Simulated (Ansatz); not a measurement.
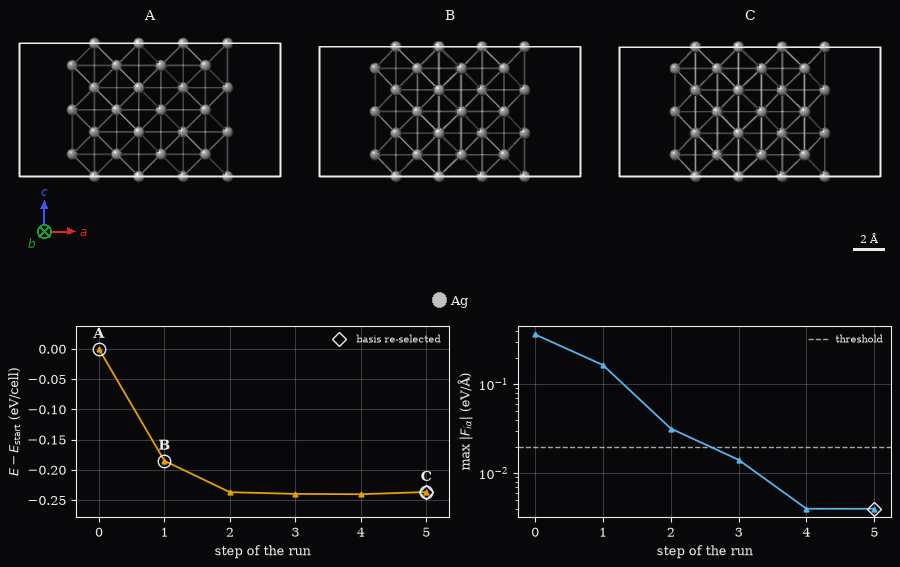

Frames of a relaxation of a wire of composition Ag, marked on the history of the run. A ball-and-stick model of the 3 repeat of the cell, with the vacuum cut short (origin shifted), seen along the b axis.

Case: wire along [1 1 0], 16 atoms a period.

Computed with Ansatz, DFT PBE, scalar-relativistic, plane waves, PAW. Set-up: plane-wave cutoff 420 eV; k-point mesh 1 × 1 × 18; occupations gaussian; smearing width 0.05 eV; no spin polarisation; cell relaxed at fixed a, b, alpha, beta, gamma; force threshold 0.02 eV/Å; at most 45 steps.

### What happens along the run?

The largest moves relative to the layer's centre, 0.19 Å, are those of Ag atoms. Along the periodic axis the drawn cell goes c 8.797 → 8.557 Å (−2.7 %). Among the contacts that change: Ag–Ag 2.932 → 3.046 Å, Ag–Ag 2.932 → 2.830 Å, Ag–Ag 2.932 → 2.852 Å, Ag–Ag 2.932 → 3.009 Å. Bond angles that change, for instance: Ag–Ag–Ag 60.0° → 62.5°, Ag–Ag–Ag 90.0° → 92.2°. The energy falls by 0.236 eV per cell of the calculation in 4 accepted moves (5 points after the start). The largest force component goes from 0.36 to 0.004 eV/Å. The SCF was repeated once at an unchanged geometry on a basis and grid sized afresh for the cell, which shifted the energy by 3.7 meV per cell of the calculation at most. From step 0 to 1: Ag atoms move most (0.19 Å), energy −0.185 eV per cell of the calculation. From step 1 to 5: Ag atoms move most (0.12 Å), energy −51.7 meV per cell of the calculation.

| step | E − E(0), meV/atom | largest force component, eV/Å | note |
| --- | --- | --- | --- |
| 0 | 0.00 | 0.3639 |  |
| 1 | -11.55 | 0.1650 |  |
| 2 | -14.79 | 0.0319 |  |
| 3 | -14.97 | 0.0142 |  |
| 4 | -15.00 | 0.0040 |  |
| 5 | -14.78 | 0.0040 | same geometry, new basis |
